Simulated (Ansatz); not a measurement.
Au: several calculations on one system

**1. Relaxation**

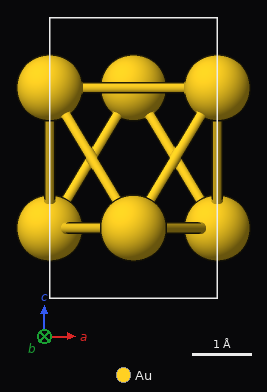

Starting structure of solid Au (set up in Cmcm). A ball-and-stick model of the cell of the calculation, seen along the b axis.

Case: biaxial strain in the a-b plane of +1.0 %; c and atoms relaxed.

Level of theory: DFT PBEsol, scalar-relativistic, plane waves, PAW (Ansatz).

The input:
```yaml
crystal:
  lattice:
    - [2.8482303646, 0.0, 0.0]
    - [0.0, 5.0843462599, 0.0]
    - [0.0, 0.0, 4.7718734862]
  atoms:
    - { symbol: Au, position: [0.0, 0.3361360574, 0.75] }
    - { symbol: Au, position: [0.5, 0.1638639426, 0.25] }
    - { symbol: Au, position: [0.5, 0.8361360574, 0.75] }
    - { symbol: Au, position: [0.0, 0.6638639426, 0.25] }
basis:
  ecutwfc: 420
kpoints:
  mp_grid: { grid: [18, 10, 12] }
hamiltonian:
  xc: pbesol
scf:
  occupations: { method: gaussian, width: 0.1 }
output:
  forces: true
  stress: true
  eigenvalues: true
  write_density: true
  write_potential: true
  elf: true
  volumetric_format: npy
relax:
  adjacent_minimum: "off"
  f_tol: 0.008
  max_steps: 40
  cell: { stress_tol: 0.015, fix: [a, b, gamma] }
```

Run as
```bash
ansatz run input.yaml --threads 1 --pin off --max-ram 2560MiB --backend cpu --events-out ev --progress --plain --runs-dir out
```

> Where does the relaxation end?

The largest moves relative to the cell, 0.005 Å, are those of Au1, Au2, Au3 and Au4. Au3 goes along +b. Cell: a unchanged at 2.848 Å, b unchanged at 5.084 Å, c 4.772 → 4.745 Å (−0.6 %). Volume −0.6 %. Among the contacts that change: Au1–Au4 2.910 → 2.894 Å, Au1–Au2 2.913 → 2.905 Å. The space group stays Cmcm (No. 63). After 3 accepted moves (4 points after the start) the energy has fallen by 0.4 meV per atom. Largest force component: 0.0086 eV/Å at the start, 0.0026 eV/Å at the end. The pressure goes from −2.35 to −1.42 GPa. The SCF was repeated once at an unchanged geometry on a basis and grid sized afresh for the cell, which shifted the energy by less than 0.05 meV per atom at most.

**2. Relaxation**

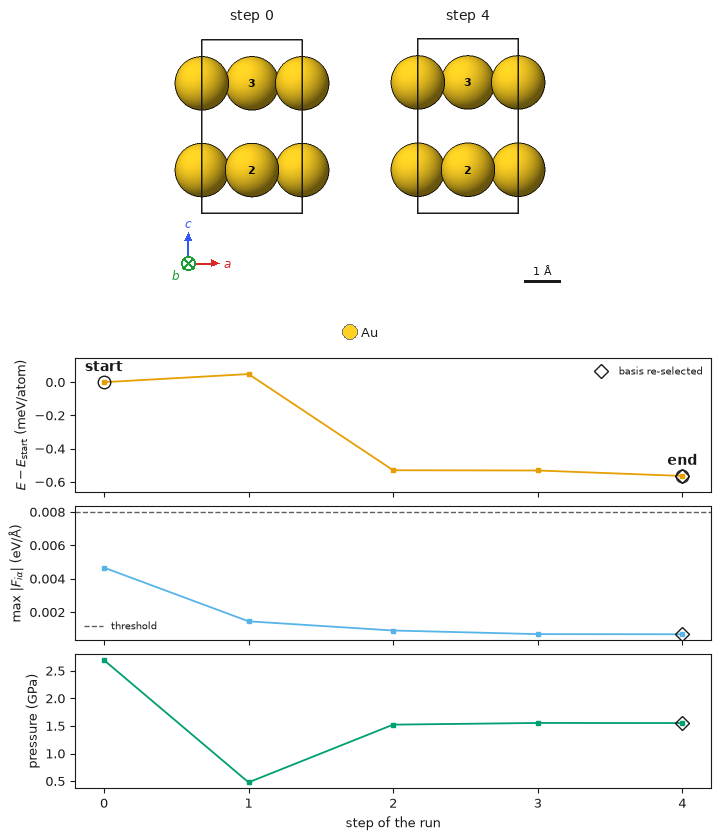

First and last geometry of a relaxation of a crystal of Au (set up in Cmcm), with the history of the run. Style: spheres-only. Shown: the cell of the calculation, along the b axis.

Case: biaxial strain in the a-b plane of -1.0 %; c and atoms relaxed.

Level of theory: DFT PBEsol, scalar-relativistic, plane waves, PAW (Ansatz).

Input file:
```yaml
crystal:
  lattice:
    - [2.7918297633, 0.0, 0.0]
    - [0.0, 4.983666136, 0.0]
    - [0.0, 0.0, 4.8294816168]
  atoms:
    - { symbol: Au, position: [0.0, 0.3361360574, 0.75] }
    - { symbol: Au, position: [0.5, 0.1638639426, 0.25] }
    - { symbol: Au, position: [0.5, 0.8361360574, 0.75] }
    - { symbol: Au, position: [0.0, 0.6638639426, 0.25] }
basis:
  ecutwfc: 420
kpoints:
  mp_grid: { grid: [18, 10, 12] }
hamiltonian:
  xc: pbesol
scf:
  occupations: { method: gaussian, width: 0.1 }
output:
  forces: true
  stress: true
  eigenvalues: true
relax:
  adjacent_minimum: "off"
  f_tol: 0.008
  max_steps: 40
  cell: { stress_tol: 0.015, fix: [a, b, gamma] }
```

Command:
```bash
ansatz run input.yaml --threads 1 --pin off --max-ram 2560MiB --backend cpu --events-out ev --progress --plain --runs-dir out
```

Read the history and describe the run.

It converged. No atom moves by more than 0.005 Å relative to the cell. Cell: a unchanged at 2.792 Å, b unchanged at 4.984 Å, c 4.829 → 4.862 Å (+0.7 %). Volume +0.7 %. Among the contacts that change: Au1–Au2 2.918 → 2.933 Å. The space group stays Cmcm (No. 63). After 3 accepted moves (4 points after the start) the energy has fallen by 0.6 meV per atom. The largest force component goes from 0.0047 to 0.00068 eV/Å. Pressure: 2.69 GPa at the start and 1.55 GPa at the end. At 1 point the geometry stayed and the basis and grid were re-selected for the new cell (energy shift of less than 0.05 meV per atom at most each time).

**3. Series**

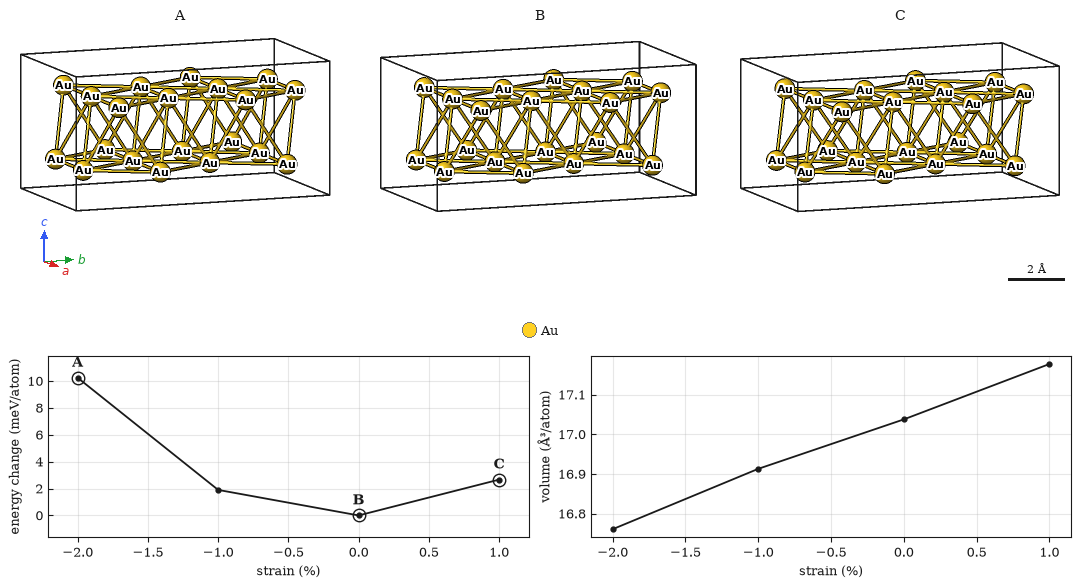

Members of a series of calculations on a crystal of Au (set up in Cmcm), marked on the first curve. The picture is a ball-and-stick view of the cell of the calculation, repeated to show the pattern, seen slightly off an axis.

Method: DFT PBEsol, scalar-relativistic, plane waves, PAW in Ansatz. (plane-wave cutoff 420 eV; k-point mesh 18 × 10 × 12; occupations gaussian; smearing width 0.1 eV; no spin polarisation)

> Which kind of strain is it, and how does the structure respond?

Biaxial strain in the a–b plane, c and atoms relaxed. A (strain −2.0 %): energy change 10.2 meV/atom, volume 16.76 Å³ per atom. B (strain 0.0 %): energy change 0.0 meV/atom, volume 17.04 Å³ per atom. C (strain 1.0 %): energy change 2.7 meV/atom, volume 17.18 Å³ per atom. The rest compares A with C. The volume changes by +2.5 %, with a 5.527 → 5.696 Å (+3.1 %), b 9.867 → 10.169 Å (+3.1 %), c 4.917 → 4.745 Å (−3.5 %). Some distances before and after: Au–Au 2.827 → 2.914 Å, Au–Au 2.764 → 2.848 Å, Au–Au 2.945 → 2.894 to 2.905 Å.
